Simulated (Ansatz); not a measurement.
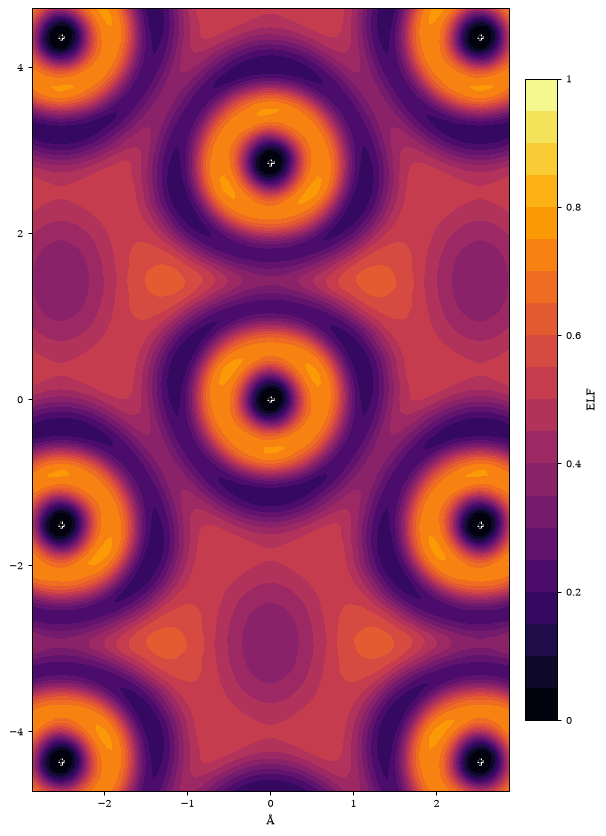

The ELF on a plane through atoms (crosses mark nuclei in the plane).

Theory: Ansatz 0.2.0, DFT r2SCAN, scalar-relativistic, plane waves, PAW.

Candidates:
A. ZnS, a = 3.73 Å, b = 3.73 Å, c = 9.86 Å, α = 90.00°, β = 90.00°, γ = 120.00°. Space group R3m; not relaxed (largest force 0.3 eV/Å).
B. Ta2Si, a = 6.17 Å, b = 6.17 Å, c = 5.05 Å, α = 90.00°, β = 90.00°, γ = 90.00°. Space group I4/mcm; a structure from a database of computed crystals, not necessarily the ambient phase.

**Which candidate gave the map?**

Candidate B: Ta2Si on the (11̄0) plane of the conventional cell, which holds Ta. Ta–Ta (2.85 Å): the ELF is about 0.35 at the midpoint. Ta–Ta (2.94 Å): the ELF is about 0.35 at the midpoint.
